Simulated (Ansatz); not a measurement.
MoS$_{2}$: geometry relaxation (part 2 of 2)

The same run, continued: MoS$_{2}$ (R3m, 3 atoms in the cell); DFT PBE, scalar-relativistic, plane waves, PAW, spin-polarised (Ansatz 0.2.0); cutoff 420 eV, 12×12×12 k-mesh, Gaussian smearing of 0.05 eV, collinear spins. The structure derives from an entry of the Crystallography Open Database.

Geometry of the input (Å; fractional positions):
```
1.5815  0.9131  6.1233
-1.5815  0.9131  6.1233
0.0000  -1.8262  6.1233
Mo 0.0000  0.0000  0.0000
S  0.7484  0.7484  0.7484
S  0.5849  0.5849  0.5849
```

### What the program printed, continued
```
relax step   3: F+E_penalty+E_count = -6762.76121550 eV  Δ(F+E_penalty+E_count) = -2.228e-2 eV  max|allowed force component| = 3.060e-2 eV/Å  Δτ_max = 0.0085 Å  P = +2.621 GPa  Ω = 53.054 Å³  fix = [volume]  reactions: volume +2.621 GPa  (8 SCF iters, dr2 threshold 3.00e-7 eV, accepted)
iter 1 solved again at ethr=1.19e-6 eV; its pass at ethr=3.10e-3 eV (dr2=3.10e-4 eV) is discarded
SCF iter   1: F=—  HF=-6762.761496 eV  |F-HF|=—  |Δ(HF+E_count)|=         —  Δρ=2.38e-4 (↑2.38e-4 ↓2.38e-4)  dr2=2.97e-4  dr2_m=3.55e-9  M=0.000 μB ∫|m|=0.000 μB  β_m=0.30  ethr=1.19e-6  ⟨swp⟩=2.2  Hψ=39362  notcnv=0
preconditioner: auto → none  [insulator: Δε(μ)=0.901 eV  Ē_g=9.025 eV  σ=0.050 eV  W_gap=1.00  n_scr=16 (ndim 8)  ℏωp=21.6 eV  f_vac=0.013  D(μ)=0.00/eV (n_scr^D=0)  ε∞_Penn≈6.7]
SCF iter   2: F=—  HF=-6762.761495 eV  |F-HF|=—  |Δ(HF+E_count)|=   9.47e-7  Δρ=2.36e-4 (↑2.36e-4 ↓2.36e-4)  dr2=2.90e-4  dr2_m=2.04e-9  M=0.000 μB ∫|m|=0.000 μB  β_m=0.23  ethr=1.14e-6  ⟨swp⟩=2.0  Hψ=9040  notcnv=0
SCF iter   3: F=—  HF=-6762.761456 eV  |F-HF|=—  |Δ(HF+E_count)|=   3.86e-5  Δρ=1.01e-4 (↑1.01e-4 ↓1.01e-4)  dr2=1.17e-5  dr2_m=1.78e-9  M=0.000 μB ∫|m|=0.000 μB  β_m=0.43  ethr=1.12e-6  ⟨swp⟩=2.2  Hψ=8136  notcnv=0
SCF iter   4: F=—  HF=-6762.761455 eV  |F-HF|=—  |Δ(HF+E_count)|=   8.73e-7  Δρ=2.36e-5 (↑2.36e-5 ↓2.36e-5)  dr2=1.10e-6  dr2_m=1.80e-10  M=0.000 μB ∫|m|=0.000 μB  β_m=0.42  ethr=4.50e-8  ⟨swp⟩=2.1  Hψ=9883  notcnv=0
SCF iter   5: F=—  HF=-6762.761455 eV  |F-HF|=—  |Δ(HF+E_count)|=   2.06e-8  Δρ=7.29e-6 (↑7.20e-6 ↓7.29e-6)  dr2=7.40e-8  dr2_m=4.73e-11  M=0.000 μB ∫|m|=0.000 μB  β_m=0.60  ethr=4.24e-9  ⟨swp⟩=2.5  Hψ=10205  notcnv=0
SCF iter   6: F=—  HF=-6762.761455 eV  |F-HF|=—  |Δ(HF+E_count)|=   3.00e-8  Δρ=4.31e-6 (↑4.31e-6 ↓4.31e-6)  dr2=1.51e-7  dr2_m=4.72e-12  M=0.000 μB ∫|m|=0.000 μB  β_m=0.60  ethr=2.25e-10  ⟨swp⟩=4.8  Hψ=23937  notcnv=0
SCF iter   7: F=-6762.761455 eV  HF=-6762.761455 eV  |F-HF|=8.30e-9  |Δ(HF+E_count)|=   2.68e-8  Δρ=1.44e-6 (↑1.44e-6 ↓1.43e-6)  dr2=9.17e-9  dr2_m=1.85e-12  M=0.000 μB ∫|m|=0.000 μB  ethr=2.25e-10  ⟨swp⟩=2.7  Hψ=22813  notcnv=0
the starting moments were not kept: the SCF closed with an absolute magnetisation of 9.3e-7 μB, where they sum to 0.05 μB in size (1 site). That is at most 0.1 of that sum. Measured as dr2_m measures the in/out step, that magnetisation stands 2.0e-13 eV from none, at or under the dr2_threshold of 5.9e-8 eV: it is no larger than a step whose dr2_m would equal this threshold.
SCF 4 converged in 7 iterations: F = -6762.761455 eV  dr2 = 9.17e-9
relax step   4: F+E_penalty+E_count = -6762.76145530 eV  Δ(F+E_penalty+E_count) = -2.398e-4 eV  max|allowed force component| = 1.425e-3 eV/Å  Δτ_max = 0.0039 Å  P = +2.955 GPa  Ω = 53.054 Å³  energy of the carried Pulay correction = +1.274e-16 eV  fix = [volume]  reactions: volume +2.955 GPa  (7 SCF iters, dr2 threshold 5.85e-8 eV, accepted)
Initial wavefunctions: pseudopotential atomic-orbital guess (no wavefunctions were taken with the density)
iter 1 solved again at ethr=2.85e-7 eV; its pass at ethr=3.10e-3 eV (dr2=7.40e-5 eV) is discarded
SCF iter   1: F=—  HF=-6762.761455 eV  |F-HF|=—  |Δ(HF+E_count)|=         —  Δρ=1.68e-6 (↑1.68e-6 ↓1.66e-6)  dr2=9.27e-9  dr2_m=1.87e-12  M=0.000 μB ∫|m|=0.000 μB  β_m=0.30  ethr=2.85e-7  ⟨swp⟩=3.0  Hψ=55770  notcnv=0
eigensolver tolerance schedule: the retry pair's looser diagonalisation over-reported the residual by 7986.13 of it (diagonalisation noise at 2.75 of the residual, at the tolerance the schedule requests for it); recorded, not acted on — ethr = c·dr2/N_el stays at c = 1.0e-1
preconditioner: auto → none  [insulator: Δε(μ)=0.900 eV  Ē_g=9.027 eV  σ=0.050 eV  W_gap=1.00  n_scr=16 (ndim 8)  ℏωp=21.6 eV  f_vac=0.013  D(μ)=0.00/eV (n_scr^D=0)  ε∞_Penn≈6.7]
SCF iter   2: F=—  HF=-6762.761455 eV  |F-HF|=—  |Δ(HF+E_count)|=   1.39e-7  Δρ=1.15e-6 (↑1.15e-6 ↓1.14e-6)  dr2=6.10e-9  dr2_m=1.10e-12  M=0.000 μB ∫|m|=0.000 μB  β_m=0.24  ethr=3.57e-11  ⟨swp⟩=3.3  Hψ=15110  notcnv=0
SCF iter   3: F=-6762.761455 eV  HF=-6762.761455 eV  |F-HF|=1.41e-10  |Δ(HF+E_count)|=  8.09e-10  Δρ=5.68e-7 (↑5.68e-7 ↓5.51e-7)  dr2=3.73e-10  dr2_m=9.28e-13  M=0.000 μB ∫|m|=0.000 μB  ethr=1.85e-12  ⟨swp⟩=4.3  Hψ=28066  notcnv=0
the starting moments were not kept: the SCF closed with an absolute magnetisation of 6.7e-7 μB, where they sum to 0.05 μB in size (1 site). That is at most 0.1 of that sum. Measured as dr2_m measures the in/out step, that magnetisation stands 1.0e-13 eV from none, at or under the dr2_threshold of 4.8e-10 eV: it is no larger than a step whose dr2_m would equal this threshold.
SCF 5 converged in 3 iterations: F = -6762.761455 eV  dr2 = 3.73e-10
relax step   5: F+E_penalty+E_count = -6762.76145523 eV  Δ(F+E_penalty+E_count) = +6.538e-8 eV  max|allowed force component| = 1.400e-3 eV/Å  Δτ_max = 0.0000 Å  P = +2.954 GPa  Ω = 53.054 Å³  fix = [volume]  reactions: volume +2.954 GPa  stress off target by 4.79e-3 GPa on what of the cell is left free  SCF on the basis re-selected at this cell (its energy is not comparable with the rows above)  (3 SCF iters)
```

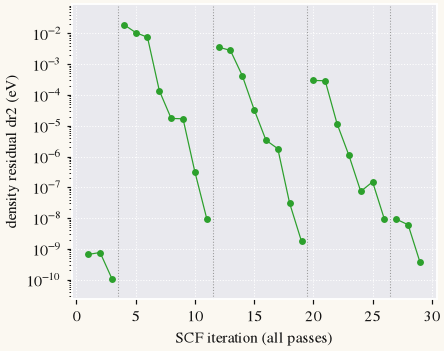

Convergence of the self-consistent field: density residual dr2 against the SCF iteration. The dotted lines part the SCF passes of the relaxation: geometry steps, rejected trials and re-solves on a re-selected basis. The 5 passes take 3 to 8 iterations each, 29 in all.

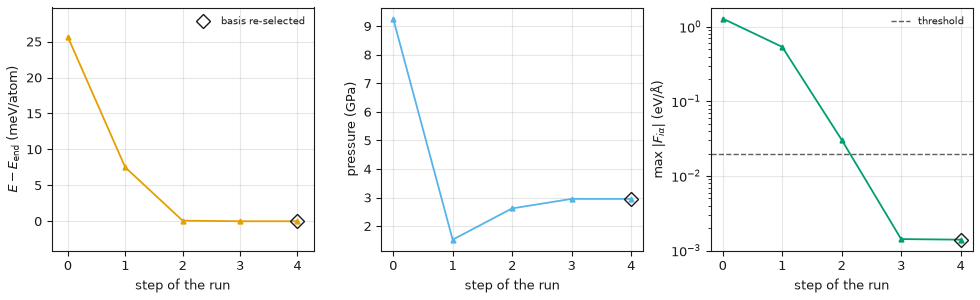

Progress of the relaxation, step by step (the first geometry is step 0 here and step 1 in the log).

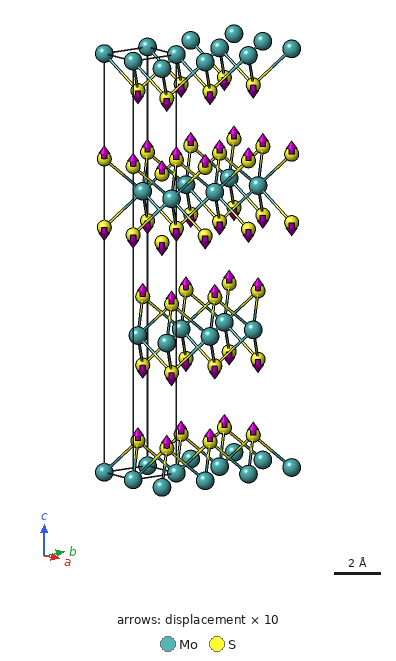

The starting structure with the displacements as pink arrows, magnified 10 times (ball-and-stick view of the cell 3 times as large as that of the calculation, set on its symmetry axes, repeated 2 × 3 × 1, seen slightly off an axis). The largest moves relative to the cell, 0.061 Å, are those of S2 and S3. Mo stays in place. The drawn cell changes at constant volume: a = b 3.163 → 3.162 Å (0.0 %), c 18.370 → 18.382 Å (+0.1 %). Distances before and after: Mo1–S2 2.364 → 2.403 Å. Among the angles that change: S2–Mo1–S3 78.9° → 81.2°. The space group stays R3m (No. 160). Over 3 geometry steps the energy falls by 25.7 meV per atom. Largest force component: 1.3 eV/Å at the start, 0.0014 eV/Å at the end. The pressure goes from 9.27 to 2.95 GPa. A last SCF at the same geometry on a re-selected plane-wave basis shifts the energy by next to nothing (0.0 meV per atom). (Atoms are counted from 1 in the order of the input.)

```
basis re-selected at this cell: Δ(F+E_penalty+E_count) = +6.538e-8 eV, ΔP = -0.001 GPa vs the last step (what re-selecting the basis moved, of the pressure what is left beyond the Pulay correction that the steps carried, after the strain that the cell walked since its last selection, with what the two solves' SCF thresholds leave and, on support functions, any second-order correction that the steps lacked; it is no measure of the basis error at this ecutwfc). This SCF's stress stands 4.79e-3 GPa from its target on what of the cell is left free (relax.cell.stress_tol is 2.00e-1 GPa) and its largest allowed force component is 1.40e-3 eV/Å (relax.f_tol is 2.00e-2 eV/Å): within both
SCF converged after 3 iterations
Magnetization: 0.0000 μB (13.0000 up, 13.0000 down)
Absolute magnetization: 0.0000 μB (∫|ρ↑−ρ↓|, with the PAW one-centre terms)
Spin contamination: 0.0000 ħ² per cell (⟨S²⟩ above its minimum at these occupations)
Per-site moments (μB) at R_I (Å): [(-6.139885395436793e-8, 0.9913080584054309), (1.5699758930168424e-8, 0.9913080584054309), (1.6371181531019142e-8, 0.9915658691054676)]
Free energy (F): -6762.761455 eV
Harris-Foulkes:  -6762.761455 eV  (|F-HF|=1.41e-10)
Internal energy: -6762.761455 eV  (E = F + TS)
E sigma→0 (E₀):  -6762.761455 eV
Fermi energy:    11.543571 eV
--- Per-component energies (eV) ---
  E_band       = -152.261525
  E_kinetic    = 656.575492
  E_local      = -1940.268733  (includes V_loc(G=0)·N_el)
  E_nonlocal   = 199.235668
  E_hartree    = 745.474471
  E_xc         = -378.768359
  E_vxc        = -405.372219  (∫ρ·V_xc dr)
  E_paw        = -4401.560783  (= ΣΔE_a)
  E_vpaw       = -153.380301  (= ΣTr[D̂ρ^β])
  E_aug_tail   = 0.000040  (compensation charges beyond the density's cutoff)
  E_ewald      = -1643.449251
  E_smearing   = -0.000000  (= −TS)
  E_closure    = 0.000000  (closes the sum)
  Σ components = -6762.761455   (vs F -6762.761455, Δ=0.00e0)
--- Forces (eV/Å), atoms counted from 1 ---
  atom   1  Mo     0.00000000    -0.00000000     0.00053549
  atom   2  S     -0.00000000     0.00000000    -0.00140059
  atom   3  S      0.00000000    -0.00000000     0.00086437
  max |Σ_I F_I| component: 7.40e-7 eV/Å
--- Stress (GPa, compression-positive) ---
        2.951844       0.000000      -0.000000
        0.000000       2.951844      -0.000000
       -0.000000      -0.000000       2.959030
  P = ⅓ Tr σ = 2.9542 GPa (29.542 kbar)
--- Band table (eV; the first three rows and the last of 378) ---
  k-point 0 ↑: bands = ["-50.4486", "-24.6030", "-24.3704", "-24.3704", "-3.9402", "-2.2529", "4.1488", "7.7920", "7.7920", "8.8866", "8.8866", "9.8714", "9.9110", "13.1317", "13.1317", "13.5076", "13.5076", "16.6348"]
  k-point 1 ↑: bands = ["-50.4459", "-24.5976", "-24.3978", "-24.3766", "-3.8324", "-2.2188", "4.2763", "7.5592", "7.9035", "8.4949", "8.7163", "9.8331", "10.0957", "13.0574", "13.1660", "13.2957", "13.4092", "17.1307"]
  k-point 2 ↑: bands = ["-50.4384", "-24.5829", "-24.4720", "-24.3935", "-3.5247", "-2.1215", "4.6077", "7.0155", "7.7725", "8.2140", "8.3175", "9.7545", "9.9875", "12.5420", "13.1311", "13.2218", "13.7076", "18.1389"]
  k-point 188 ↓: bands = ["-50.4486", "-24.6031", "-24.3704", "-24.3704", "-3.6536", "-2.7233", "5.2198", "7.5295", "7.7749", "7.7749", "8.9197", "8.9197", "11.0960", "13.2366", "13.2366", "13.3609", "13.3609", "16.7417"]
--- Relaxed structure (4 steps of the walk, 4 accepted, 1 SCFs on fresh bases) ---
  F+E_penalty+E_count = -6762.76145523 eV   max|allowed force component| = 1.400e-3 eV/Å   (the final SCF, on the basis selected at the relaxed cell)
  cell:  # Å, volume = 53.0538 Å³
    - [1.5809626950246602, 0.912769237534565, 6.1274902416395145]
    - [-1.5809626950246602, 0.912769237534565, 6.1274902416395145]
    - [-1.5857300786578765e-33, -1.8255384751191657, 6.127490241632063]
  atoms:
    - { symbol: Mo, position: [6.312162498486008e-6, 6.312162498486008e-6, 6.312162498486005e-6] }
    - { symbol: S, position: [0.7516939149923132, 0.7516939149923132, 0.7516939149923132] }
    - { symbol: S, position: [0.5815997728451882, 0.5815997728451882, 0.5815997728451882] }
--- Löwdin populations: 3 sites ---
  site symbol       q [e]    m [muB]
     0     Mo     13.6852    -0.0000
     1      S      6.0560     0.0000
     2      S      6.0600     0.0000
  spilling = 0.007646 (of n_electrons = 26.000000)
```

### File populations.tsv
```
# site	symbol	l	j	q_up	q_dn
# orbitals = lowdin
# n_electrons = 26.000000
# spilling = 0.007646
0	Mo	0_4S	-	0.983079	0.983079
0	Mo	0_5S	-	0.260657	0.260657
0	Mo	1_4P	-	2.996936	2.996936
0	Mo	2_4D	-	2.601939	2.601939
1	S	0_3S	-	0.884569	0.884569
1	S	1_3P	-	2.143428	2.143428
2	S	0_3S	-	0.884727	0.884727
2	S	1_3P	-	2.145263	2.145263
```

### Trajectory as extended XYZ (Å, eV, eV/Å), 5 frames, from step=1 to step=5
```
3
Lattice="1.5815 0.9131 6.1233 -1.5815 0.9131 6.1233 0.0000 -1.8262 6.1233" Properties=species:S:1:pos:R:3:forces:R:3 step=1 energy=-6762.68450 pressure_GPa=9.27
Mo    0.0000    0.0000    0.0000    0.0000   0.0000  -0.0024
S     0.0000    0.0000   13.7481    0.0000   0.0000   1.2916
S     0.0000    0.0000   10.7446    0.0000   0.0000  -1.2892
3
Lattice="1.5680 0.9053 6.2295 -1.5680 0.9053 6.2295 0.0000 -1.8105 6.2295" Properties=species:S:1:pos:R:3:forces:R:3 step=2 energy=-6762.73894 pressure_GPa=1.53
Mo    0.0000    0.0000    0.0000    0.0000   0.0000   0.0082
S     0.0000    0.0000   14.0606    0.0000   0.0000  -0.5389
S     0.0000    0.0000   10.8567    0.0000   0.0000   0.5307
3
Lattice="1.5831 0.9140 6.1112 -1.5831 0.9140 6.1112 0.0000 -1.8280 6.1112" Properties=species:S:1:pos:R:3:forces:R:3 step=3 energy=-6762.76122 pressure_GPa=2.62
Mo    0.0000    0.0000    0.0001    0.0000   0.0000   0.0039
S     0.0000    0.0000   13.7853    0.0000   0.0000  -0.0306
S     0.0000    0.0000   10.6590    0.0000   0.0000   0.0267
3
Lattice="1.5810 0.9128 6.1275 -1.5810 0.9128 6.1275 0.0000 -1.8255 6.1275" Properties=species:S:1:pos:R:3:forces:R:3 step=4 energy=-6762.76145 pressure_GPa=2.95
Mo    0.0000    0.0000    0.0001    0.0000   0.0000   0.0005
S     0.0000    0.0000   13.8180    0.0000   0.0000  -0.0014
S     0.0000    0.0000   10.6912    0.0000   0.0000   0.0009
3
Lattice="1.5810 0.9128 6.1275 -1.5810 0.9128 6.1275 0.0000 -1.8255 6.1275" Properties=species:S:1:pos:R:3:forces:R:3 step=5 energy=-6762.76145 pressure_GPa=2.95
Mo    0.0000    0.0000    0.0001    0.0000   0.0000   0.0005
S     0.0000    0.0000   13.8180    0.0000   0.0000  -0.0014
S     0.0000    0.0000   10.6912    0.0000   0.0000   0.0009
```
